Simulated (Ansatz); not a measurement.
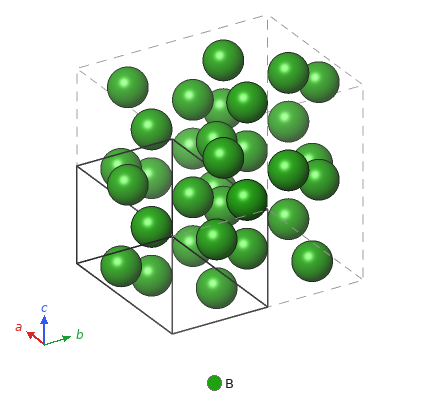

The structure, seen along [11-1]; the drawing may span several cells.

Given this structure, coordinates from a relaxation with DFT PBE, scalar-relativistic, plane waves, PAW in Ansatz; the starting structure was generated, so it need not be a known form of this composition, written in its standard cell:

```cif
data_structure
_symmetry_space_group_name_H-M 'C2/c'
_symmetry_Int_Tables_number 15
_cell_length_a 5.2778
_cell_length_b 3.2251
_cell_length_c 3.1682
_cell_angle_alpha 90.000
_cell_angle_beta 90.589
_cell_angle_gamma 90.000
_cell_volume 53.92
loop_
_atom_site_label
_atom_site_type_symbol
_atom_site_symmetry_multiplicity
_atom_site_Wyckoff_symbol
_atom_site_fract_x
_atom_site_fract_y
_atom_site_fract_z
_atom_site_occupancy
B1 B 8 f 0.34077 0.12434 0.31758 1
```

Question: What does the kinematic electron diffraction pattern along [11-1] look like at 200 kV (B = 0.5 Å²)?

Answer: The spots form an oblique net whose two shortest vectors correspond to d = 2.75 Å and 1.37 Å, 77.1° apart. They are -1 1 0 and 1 1 2. The pattern has symmetry 2. The lattice centring (C) removes all reflections that break h + k = 2n; reflections such as 2 -2 0, 0 2 2, 4 -2 2 are allowed but too weak to see at this display level.

Strongest reflections with d > 0.80 Å, one of each family (|F|² from tabulated Gaussian fits of the electron scattering factors, times a small damping for the curvature of the Ewald sphere):

```csv
hkl,d (Å),I (strongest = 100)
1 -1 0,2.752,100
1 1 2,1.370,44
2 0 2,1.352,14
3 -3 0,0.917,9
3 -1 2,1.101,6
1 -3 -2,0.878,1
```

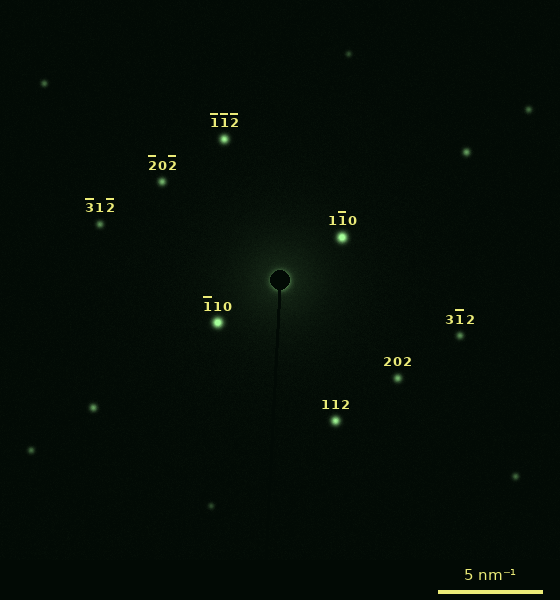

Calculated pattern, seen from the source side with [11-1] pointing towards the source.
